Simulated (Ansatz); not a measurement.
System: Sc$_{8}$H (slab).

```
CELL_PARAMETERS angstrom
6.63895 0.00000 0.00000
0.00000 5.16262 0.00000
0.00000 0.00000 19.11329
ATOMIC_POSITIONS crystal
Sc 0.00000 0.75000 0.20928
Sc 0.50000 0.75000 0.20928
Sc 0.25000 0.25000 0.25941
Sc 0.75000 0.25000 0.25941
Sc 0.25000 0.75000 0.34529
Sc 0.75000 0.75000 0.34529
Sc 0.00000 0.25000 0.39832
Sc 0.50000 0.25000 0.39832
H 0.25000 0.37500 0.44734
```

Not relaxed (largest force 0.5 eV/Å); computed without spin polarisation.

All numbers below come from DFT PBE, scalar-relativistic, plane waves, PAW in Ansatz 0.2.0.

What can the converged valence pseudo-density and electron localisation function tell about the bonding?

Sc–H (2.01 Å): ρ is about 0.42 e/Å³ halfway; the ELF climbs to about 1 towards the hydrogen.

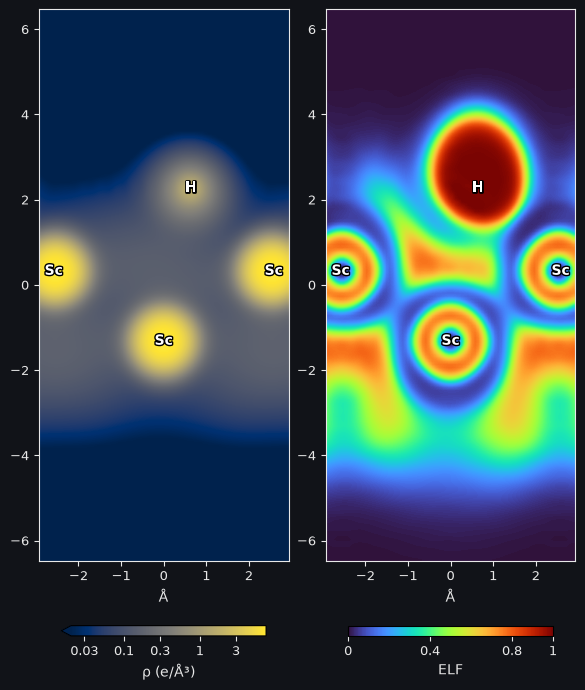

Computed valence pseudo-density and electron localisation function on the (100) plane of the calculation cell, a cut from vacuum to vacuum, in this order. 
